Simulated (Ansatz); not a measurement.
## MoS2: 5 runs along one coordinate

System: MoS2 (P-3m1, 3 atoms in the cell).
Method: Kohn-Sham DFT of a periodic cell, revPBE with D3(BJ), Ansatz PAW, no spin polarisation (Ansatz 0.2.0).

The 5 runs differ only in the geometry, by an even scaling of the cell at fixed fractional positions. The structure derives from a Materials Project entry.

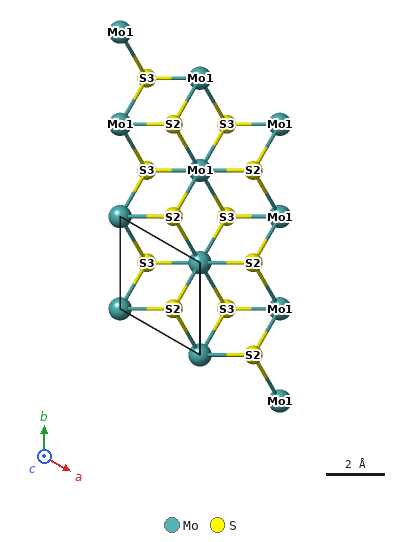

Figure 1. The structure of run 3 (ball-and-stick view of the cell of the calculation, repeated 2 × 3 × 1, along the c axis; atoms are numbered from 1 in the order of the input).

## Input of run 3
```yaml
crystal:
  lattice:
    - [3.2274645616, 0.0, 0.0]
    - [-1.6137322808, 2.7950663001, 0.0]
    - [0.0, 0.0, 6.31247342]
  atoms:
    - { symbol: Mo, position: [0.0, 0.0, 0.5] }
    - { symbol: S, position: [0.6666666667, 0.3333333333, 0.74468068] }
    - { symbol: S, position: [0.3333333333, 0.6666666667, 0.25531932] }
hamiltonian:
  xc: revpbe
  pseudopotentials: { kind: paw }
  dispersion: d3bj
kpoints:
  mp_grid: { grid: [9, 9, 4] }
scf:
  occupations: { method: fermi_dirac, width: 0.05 }
output:
  forces: true
  stress: true
  eigenvalues: true
```

Command:
```bash
ansatz run input.yaml --threads 2 --pin off --max-ram 5120MiB --backend cpu --events-out ev --progress --plain --runs-dir out
```

Run 2 differs from it as follows:
```diff
-    - [3.2274645616, 0.0, 0.0]
-    - [-1.6137322808, 2.7950663001, 0.0]
-    - [0.0, 0.0, 6.31247342]
+    - [3.1838448285, 0.0, 0.0]
+    - [-1.5919224143, 2.7572905031, 0.0]
+    - [0.0, 0.0, 6.2271592669]
```

## Results, with one run withheld

```tsv
run	volume per atom (Å³)	free energy per atom, from the lowest run given (meV)	pressure (GPa)
1	17.843	1.87	4.86
2	18.222	?	?
3	18.982	0.00	−3.85
4	19.361	11.92	−6.17
5	19.741	29.04	−8.24
```

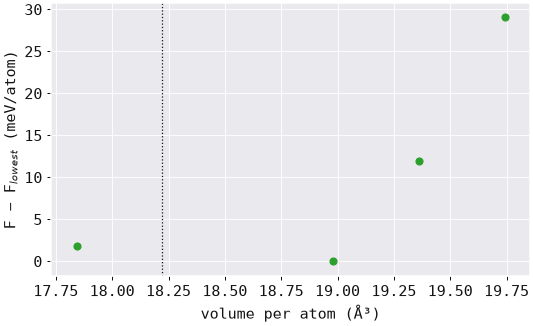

Figure 2. Free energy per atom of the runs given; the dotted line marks run 2.

Estimate the energy of run 2 from the others.

A quadratic polynomial in V^(−2/3) (the Birch–Murnaghan form), fitted to the 4 runs given, misses them by at most 0.03 meV per atom. With x = V^(−2/3) − 0.14064 Å⁻², it reads F = −0.49869 − 4657.1 x + 8.7176e+05 x² (meV per atom). At run 2 it gives −5.66 meV per atom, and the run itself gives −5.75. The slope of the fit gives a pressure −dF/dV of 1.62 GPa there, and the run prints 1.63 GPa. The fit has its minimum at 18.432 Å³ per atom, where V d²F/dV² gives 138 GPa. Cell shape and fractional positions are held, so this is the stiffness under even scaling; the relaxed bulk modulus wasn't computed and can be far lower in a crystal of layers, chains or molecules like this one.

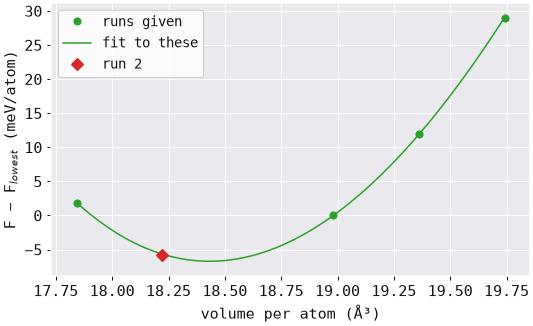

Figure 3. The fit and the withheld run.

## Output, shortened to warnings, some set-up lines, iterations and results (run 2)
```
Basis set: ecut = 420 eV, 1089 PW (Γ), exchange–correlation on 48×48×90 points (8 copies of the dense FFT grid, shifted against one another)
Symmetry: 12 space group operations
k-points: 43 of 324
Initial density: superposition of atomic densities (neutral atoms: chi_scale 0, normalization atom), corrected by the library's trained network
[...]
SCF iter   1: F=—  HF=-6774.220520 eV  |F-HF|=—  |Δ(HF+E_count)|=         —  Δρ=6.40e-3  dr2=1.61e-2  ethr=1.77e-3  ⟨swp⟩=6.0  Hψ=4065  notcnv=0
SCF iter   2: F=—  HF=-6774.221626 eV  |F-HF|=—  |Δ(HF+E_count)|=   1.11e-3  Δρ=3.37e-3  dr2=1.25e-2  ethr=6.19e-5  ⟨swp⟩=2.0  Hψ=1762  notcnv=0
SCF iter   3: F=—  HF=-6774.218746 eV  |F-HF|=—  |Δ(HF+E_count)|=   2.88e-3  Δρ=5.38e-4  dr2=2.30e-4  ethr=4.82e-5  ⟨swp⟩=2.0  Hψ=1032  notcnv=0
SCF iter   4: F=—  HF=-6774.218772 eV  |F-HF|=—  |Δ(HF+E_count)|=   2.60e-5  Δρ=1.57e-4  dr2=1.11e-5  ethr=8.85e-7  ⟨swp⟩=2.0  Hψ=1088  notcnv=0
SCF iter   5: F=—  HF=-6774.218691 eV  |F-HF|=—  |Δ(HF+E_count)|=   8.11e-5  Δρ=2.54e-5  dr2=2.69e-7  ethr=4.27e-8  ⟨swp⟩=2.0  Hψ=1103  notcnv=0
SCF iter   6: F=-6774.218691 eV  HF=-6774.218691 eV  |F-HF|=1.71e-9  |Δ(HF+E_count)|=   2.09e-7  Δρ=7.01e-6  dr2=2.32e-8  ethr=3.85e-10  ⟨swp⟩=6.4  Hψ=3556  notcnv=0
SCF 1 converged in 6 iterations: F = -6774.218691 eV  dr2 = 2.32e-8
SCF converged after 6 iterations
Free energy (F): -6774.218691 eV
Harris-Foulkes:  -6774.218691 eV  (|F-HF|=1.71e-9)
Internal energy: -6774.210525 eV  (E = F + TS)
E sigma→0 (E₀):  -6774.214608 eV
Entropy (-TS):   -0.008166 eV (-2.722 meV/atom)
Fermi energy:    10.842594 eV
--- Per-component energies (eV) ---
  E_band       = -163.789229
  E_kinetic    = 657.975023
  E_local      = -2063.663268  (includes V_loc(G=0)·N_el)
  E_nonlocal   = 198.336955
  E_hartree    = 800.769701
  E_xc         = -379.319822
  E_vxc        = -405.429926  (∫ρ·V_xc dr)
  E_paw        = -4411.188896  (= ΣΔE_a)
  E_vpaw       = -152.548690  (= ΣTr[D̂ρ^β])
  E_aug_tail   = 0.000042  (compensation charges beyond the density's cutoff)
  E_ewald      = -1574.561874
  E_disp       = -2.437771  (pairwise vdW)
  E_core_change = -0.120617  (= ΣΔE_core)
  E_smearing   = -0.008166  (= −TS)
  E_closure    = 0.000000  (closes the sum)
  Σ components = -6774.218691   (vs F -6774.218691, Δ=0.00e0)
--- Forces (eV/Å), atoms counted from 1 ---
  atom   1  Mo    -0.00000000     0.00000000     0.00000000
  atom   2  S     -0.00000000     0.00000000     1.01982923
  atom   3  S      0.00000000    -0.00000000    -1.01982923
  max |Σ_I F_I| component: 1.16e-18 eV/Å
--- Stress (GPa, compression-positive) ---
        0.395944      -0.000000       0.000000
       -0.000000       0.395944      -0.000000
       -0.000000      -0.000000       4.098026
  P = ⅓ Tr σ = 1.6300 GPa (16.300 kbar)
```

Notes: Points of doubt noted for this run: forces on files of another functional.
